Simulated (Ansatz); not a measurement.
**Run report: Ta₂Si, geometry relaxation (part 2 of 2)**

Continued. System: Ta₂Si (I4/mcm, 6 atoms in the cell). Method: DFT PBEsol, scalar-relativistic, plane waves, PAW, no spin polarisation (Ansatz 0.2.0); cutoff 420 eV, 10×10×10 k-mesh, Gaussian smearing of 0.1 eV. The structure derives from a Materials Project entry.

Geometry of the input (Å; fractional positions):
```
-3.0878  3.0878  2.5236
3.0878  -3.0878  2.5236
3.0878  3.0878  -2.5236
Ta 0.6636  0.8364  0.5000
Ta 0.8364  0.3364  0.1728
Ta 0.3364  0.1636  0.5000
Ta 0.1636  0.6636  0.8272
Si 0.2500  0.2500  0.0000
Si 0.7500  0.7500  0.0000
```

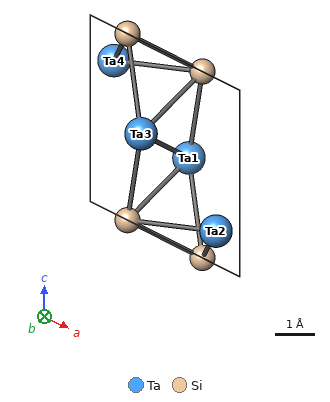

The geometry at step 2 of the log (ball-and-stick view of the cell of the calculation, along the b axis; atoms are numbered from 1 in the order of the input).

## What the program printed, continued
```
relax step   3: F+E_penalty+E_count = -40472.62877402 eV  Δ(F+E_penalty+E_count) = -1.512e-2 eV  max|allowed force component| = 5.139e-3 eV/Å  Δτ_max = 0.0048 Å  P = -0.247 GPa  Ω = 94.997 Å³  energy of the carried Pulay correction = +4.105e-4 eV  (7 SCF iters, accepted)
Crystal: 6 atoms, lattice volume = 94.899 Å³
iter 1 solved again at ethr=9.42e-9 eV; its pass at ethr=3.10e-3 eV (dr2=5.65e-6 eV) is discarded
SCF iter   1: F=—  HF=-40472.628883 eV  |F-HF|=—  |Δ(HF+E_count)|=         —  Δρ=5.45e-5  dr2=5.83e-6  ethr=9.42e-9  ⟨swp⟩=3.2  Hψ=19881  notcnv=0
preconditioner: auto → Kerker (q_TF=auto, 2.528 Å⁻¹)  [metal: Δε(μ)=0.007 eV  Ē_g=5.489 eV  σ=0.100 eV  W_gap=0.04  n_scr=18 (ndim 8)  ℏωp=20.2 eV  f_vac=0.000  D(μ)=3.19/eV (n_scr^D=16)]
SCF iter   2: F=—  HF=-40472.628887 eV  |F-HF|=—  |Δ(HF+E_count)|=   3.88e-6  Δρ=3.17e-5  dr2=1.96e-6  ethr=9.42e-9  ⟨swp⟩=1.1  Hψ=3682  notcnv=0
SCF iter   3: F=-40472.628887 eV  HF=-40472.628887 eV  |F-HF|=2.28e-8  |Δ(HF+E_count)|=   4.98e-7  Δρ=4.44e-6  dr2=3.27e-8  ethr=2.67e-10  ⟨swp⟩=7.4  Hψ=24792  notcnv=0
SCF 4 converged in 3 iterations: F = -40472.628887 eV  dr2 = 3.27e-8
relax step   4: F+E_penalty+E_count = -40472.62888678 eV  Δ(F+E_penalty+E_count) = -1.128e-4 eV  max|allowed force component| = 1.224e-3 eV/Å  Δτ_max = 0.0002 Å  P = -0.008 GPa  Ω = 94.899 Å³  energy of the carried Pulay correction = +4.430e-4 eV  (3 SCF iters, dr2 threshold 1.60e-7 eV, accepted)
Initial wavefunctions: pseudopotential atomic-orbital guess (no wavefunctions were taken with the density)
iter 1 solved again at ethr=2.35e-7 eV; its pass at ethr=3.10e-3 eV (dr2=1.41e-4 eV) is discarded
SCF iter   1: F=—  HF=-40472.628469 eV  |F-HF|=—  |Δ(HF+E_count)|=         —  Δρ=2.19e-5  dr2=7.53e-8  ethr=2.35e-7  ⟨swp⟩=3.1  Hψ=24535  notcnv=0
eigensolver tolerance schedule: the retry pair's looser diagonalisation over-reported the residual by 1868.89 of it (diagonalisation noise at 0.16 of the residual, at the tolerance the schedule requests for it); recorded, not acted on — ethr = c·dr2/N_el stays at c = 1.0e-1
preconditioner: auto → Kerker (q_TF=auto, 2.528 Å⁻¹)  [metal: Δε(μ)=0.008 eV  Ē_g=5.489 eV  σ=0.100 eV  W_gap=0.04  n_scr=18 (ndim 8)  ℏωp=20.2 eV  f_vac=0.000  D(μ)=3.20/eV (n_scr^D=16)]
SCF iter   2: F=—  HF=-40472.628474 eV  |F-HF|=—  |Δ(HF+E_count)|=   4.84e-6  Δρ=1.16e-5  dr2=2.82e-8  ethr=1.26e-10  ⟨swp⟩=3.0  Hψ=7578  notcnv=0
SCF iter   3: F=—  HF=-40472.628474 eV  |F-HF|=—  |Δ(HF+E_count)|=   7.72e-9  Δρ=1.02e-6  dr2=1.29e-9  ethr=4.71e-11  ⟨swp⟩=2.1  Hψ=4935  notcnv=0
SCF iter   4: F=—  HF=-40472.628474 eV  |F-HF|=—  |Δ(HF+E_count)|=  4.15e-10  Δρ=5.10e-7  dr2=2.12e-10  ethr=2.16e-12  ⟨swp⟩=2.4  Hψ=5662  notcnv=0
SCF iter   5: F=-40472.628474 eV  HF=-40472.628474 eV  |F-HF|=7.28e-12  |Δ(HF+E_count)|=  6.55e-11  Δρ=5.49e-8  dr2=4.79e-12  ethr=1.00e-12  ⟨swp⟩=7.5  Hψ=18964  notcnv=0
SCF 5 converged in 5 iterations: F = -40472.628474 eV  dr2 = 4.79e-12
relax step   5: F+E_penalty+E_count = -40472.62847413 eV  Δ(F+E_penalty+E_count) = +4.127e-4 eV  max|allowed force component| = 1.142e-3 eV/Å  Δτ_max = 0.0000 Å  P = -0.014 GPa  Ω = 94.899 Å³  stress off target by 3.84e-2 GPa  SCF on the basis re-selected at this cell (its energy is not comparable with the rows above)  (5 SCF iters)
basis re-selected at this cell: Δ(F+E_penalty+E_count) = +4.127e-4 eV, ΔP = -0.006 GPa vs the last step (what re-selecting the basis moved, of the pressure what is left beyond the Pulay correction that the steps carried, after the strain that the cell walked since its last selection, with what the two solves' SCF thresholds leave and, on support functions, any second-order correction that the steps lacked; it is no measure of the basis error at this ecutwfc). This SCF's stress stands 3.84e-2 GPa from its target on what of the cell is left free (relax.cell.stress_tol is 5.00e-2 GPa) and its largest allowed force component is 1.14e-3 eV/Å (relax.f_tol is 5.00e-3 eV/Å): within both
SCF converged after 5 iterations
Free energy (F): -40472.628474 eV
Harris-Foulkes:  -40472.628474 eV  (|F-HF|=7.28e-12)
Internal energy: -40472.612498 eV  (E = F + TS)
E sigma→0 (E₀):  -40472.620486 eV
Entropy (-TS):   -0.015976 eV (-2.663 meV/atom)
Fermi energy:    17.700998 eV
--- Per-component energies (eV) ---
  E_band       = -408.387952
  E_kinetic    = 1555.838661
  E_local      = -2466.338465  (includes V_loc(G=0)·N_el)
  E_nonlocal   = 119.946011
  E_hartree    = 883.094103
  E_xc         = -983.695398
  E_vxc        = -917.153332  (∫ρ·V_xc dr)
  E_paw        = -34088.723377  (= ΣΔE_a)
  E_vpaw       = -466.869665  (= ΣTr[D̂ρ^β])
  E_aug_tail   = 0.000538  (compensation charges beyond the density's cutoff)
  E_ewald      = -5493.652278
  E_core_change = 0.917707  (= ΣΔE_core)
  E_smearing   = -0.015976  (= −TS)
  E_closure    = 0.000000  (closes the sum)
  Σ components = -40472.628474   (vs F -40472.628474, Δ=0.00e0)
--- Forces (eV/Å), atoms counted from 1 ---
  atom   1  Ta    -0.00114187     0.00114187     0.00000000
  atom   2  Ta    -0.00114187    -0.00114187    -0.00000000
  atom   3  Ta     0.00114187    -0.00114187    -0.00000000
  atom   4  Ta     0.00114187     0.00114187     0.00000000
  atom   5  Si     0.00000000    -0.00000000    -0.00000000
  atom   6  Si     0.00000000    -0.00000000     0.00000000
  max |Σ_I F_I| component: 1.87e-16 eV/Å
--- Stress (GPa, compression-positive) ---
       -0.001072      -0.000000      -0.000000
       -0.000000      -0.001072       0.000000
       -0.000000       0.000000      -0.038359
  P = ⅓ Tr σ = -0.0135 GPa (-0.135 kbar)
--- Band table (eV; the first three rows and the last of 102) ---
  k-point 0: bands = ["-50.0138", "-49.9728", "-49.9285", "-49.9285", "-16.7457", "-16.7382", "-16.7382", "-16.6825", "-16.6825", "-16.6559", "-16.6375", "-16.5203", "-16.4039", "-16.1444", "-16.1170", "-16.1170", "5.5996", "10.1927", "12.7175", "12.9021", "13.4029", "13.4029", "15.1434", "15.1434", "15.1594", "15.1594", "15.1752", "15.6788", "17.8957", "17.9022", "18.6142", "19.0379", "19.0379", "19.2955", "19.2955", "19.4049"]
  k-point 1: bands = ["-50.0124", "-49.9728", "-49.9300", "-49.9285", "-16.7700", "-16.7387", "-16.7183", "-16.6941", "-16.6827", "-16.6385", "-16.6296", "-16.5269", "-16.3889", "-16.1474", "-16.1320", "-16.1177", "5.6853", "10.2490", "12.4527", "12.4931", "13.6398", "13.8087", "14.9307", "15.0492", "15.1254", "15.1553", "15.2623", "15.7019", "17.6752", "17.9380", "18.5181", "18.6688", "18.8937", "19.4035", "19.7589", "19.7840"]
  k-point 2: bands = ["-50.0082", "-49.9724", "-49.9345", "-49.9285", "-16.7835", "-16.7364", "-16.7206", "-16.7080", "-16.6833", "-16.6135", "-16.6009", "-16.5430", "-16.3523", "-16.1714", "-16.1565", "-16.1195", "5.9271", "10.4077", "11.8166", "12.1484", "13.9730", "13.9946", "14.7837", "14.9936", "15.1249", "15.1752", "15.4060", "15.4782", "17.5082", "18.0448", "18.2485", "18.3225", "18.5199", "19.7990", "20.2405", "20.5801"]
  k-point 101: bands = ["-49.9652", "-49.9652", "-49.9578", "-49.9556", "-16.9068", "-16.8547", "-16.7381", "-16.6435", "-16.6435", "-16.5530", "-16.4786", "-16.4275", "-16.2540", "-16.2540", "-16.2250", "-16.2250", "7.7086", "10.4643", "11.3393", "11.3393", "11.9448", "14.0236", "14.0236", "14.4086", "15.4153", "16.2233", "16.6339", "16.6531", "16.6906", "16.6906", "17.4683", "17.9151", "18.4093", "18.4093", "20.4016", "21.1865"]
--- Relaxed structure (4 steps of the walk, 3 accepted, 1 SCFs on fresh bases) ---
  F+E_penalty+E_count = -40472.62847413 eV   max|allowed force component| = 1.142e-3 eV/Å   (the final SCF, on the basis selected at the relaxed cell)
  cell:  # Å, volume = 94.8988 Å³
    - [-3.0683767190199167, 3.0683767190199167, 2.519899362289348]
    - [3.0683767190199167, -3.0683767190199167, 2.519899362289348]
    - [3.0683767190199167, 3.0683767190199167, -2.519899362289348]
  atoms:
    - { symbol: Ta, position: [0.6630661938669522, 0.8369338061330477, 0.4999999999999999] }
    - { symbol: Ta, position: [0.8369338061330478, 0.3369338061330479, 0.17386761226609565] }
    - { symbol: Ta, position: [0.33693380613304785, 0.1630661938669521, 0.49999999999999994] }
    - { symbol: Ta, position: [0.1630661938669521, 0.6630661938669522, 0.8261323877339043] }
    - { symbol: Si, position: [0.25, 0.25, 2.414009776753653e-20] }
    - { symbol: Si, position: [0.75, 0.75, 2.414009776753653e-20] }
```

## Trajectory as extended XYZ (Å, eV, eV/Å), 5 frames, from step=1 to step=5
```
6
Lattice="-3.0878 3.0878 2.5236 3.0878 -3.0878 2.5236 3.0878 3.0878 -2.5236" Properties=species:S:1:pos:R:3:forces:R:3 step=1 energy=-40472.61365 pressure_GPa=-3.11
Ta    2.0775    1.0103    2.5236    0.0426  -0.0426   0.0000
Ta   -1.0103    2.0775    2.5236    0.0426   0.0426   0.0000
Ta    1.0103    2.0775    0.0000   -0.0426   0.0426   0.0000
Ta    4.0980    1.0103    0.0000   -0.0426  -0.0426   0.0000
Si    0.0000    0.0000    1.2618    0.0000   0.0000   0.0000
Si    0.0000    0.0000    3.7855    0.0000   0.0000   0.0000
6
Lattice="-3.0373 3.0373 2.5068 3.0373 -3.0373 2.5068 3.0373 3.0373 -2.5068" Properties=species:S:1:pos:R:3:forces:R:3 step=2 energy=-40472.55497 pressure_GPa=5.94 accepted=F
Ta    2.0669    0.9705    2.5068   -0.3835   0.3835   0.0000
Ta   -0.9705    2.0669    2.5068   -0.3835  -0.3835   0.0000
Ta    0.9705    2.0669    0.0000    0.3835  -0.3835   0.0000
Ta    4.0078    0.9705    0.0000    0.3835   0.3835   0.0000
Si    0.0000    0.0000    1.2534    0.0000   0.0000   0.0000
Si    0.0000    0.0000    3.7601    0.0000   0.0000   0.0000
6
Lattice="-3.0697 3.0697 2.5204 3.0697 -3.0697 2.5204 3.0697 3.0697 -2.5204" Properties=species:S:1:pos:R:3:forces:R:3 step=3 energy=-40472.62877 pressure_GPa=-0.25
Ta    2.0687    1.0010    2.5204   -0.0051   0.0051   0.0000
Ta   -1.0010    2.0687    2.5204   -0.0051  -0.0051   0.0000
Ta    1.0010    2.0687    0.0000    0.0051  -0.0051   0.0000
Ta    4.0707    1.0010    0.0000    0.0051   0.0051   0.0000
Si    0.0000    0.0000    1.2602    0.0000   0.0000   0.0000
Si    0.0000    0.0000    3.7805    0.0000   0.0000   0.0000
6
Lattice="-3.0684 3.0684 2.5199 3.0684 -3.0684 2.5199 3.0684 3.0684 -2.5199" Properties=species:S:1:pos:R:3:forces:R:3 step=4 energy=-40472.62889 pressure_GPa=-0.01
Ta    2.0677    1.0007    2.5199   -0.0012   0.0012   0.0000
Ta   -1.0007    2.0677    2.5199   -0.0012  -0.0012   0.0000
Ta    1.0007    2.0677    0.0000    0.0012  -0.0012   0.0000
Ta    4.0691    1.0007    0.0000    0.0012   0.0012   0.0000
Si    0.0000    0.0000    1.2599    0.0000   0.0000   0.0000
Si    0.0000    0.0000    3.7798    0.0000   0.0000   0.0000
6
Lattice="-3.0684 3.0684 2.5199 3.0684 -3.0684 2.5199 3.0684 3.0684 -2.5199" Properties=species:S:1:pos:R:3:forces:R:3 step=5 energy=-40472.62847 pressure_GPa=-0.01
Ta    2.0677    1.0007    2.5199   -0.0011   0.0011   0.0000
Ta   -1.0007    2.0677    2.5199   -0.0011  -0.0011   0.0000
Ta    1.0007    2.0677    0.0000    0.0011  -0.0011   0.0000
Ta    4.0691    1.0007    0.0000    0.0011   0.0011   0.0000
Si    0.0000    0.0000    1.2599    0.0000   0.0000   0.0000
Si    0.0000    0.0000    3.7798    0.0000   0.0000   0.0000
```

## Results in brief

| quantity | value |
| --- | --- |
| outcome | converged |
| space group (tolerance 0.01 Å) | I4/mcm (140) |
| electrons treated | 60 |
| free energy | −40472.6285 eV |
| Fermi energy | 17.701 eV |
| gap on the k-point mesh | none (metallic) |
| pressure | −0.01 GPa |
| final volume | 94.90 Å³ |
| largest force (length of the vector) at the end | 0.002 eV/Å |
| final cell | a = 5.018 Å, b = 5.018 Å, c = 5.018 Å, α = 104.61°, β = 104.61°, γ = 119.71° |
| hardware | 1 thread of Arm Neoverse V1, 24 GiB of memory available, shared host |
| wall time | 2 min |
| peak memory | 0.54 GiB |

Spin–orbit coupling is left out, which matters for Ta.
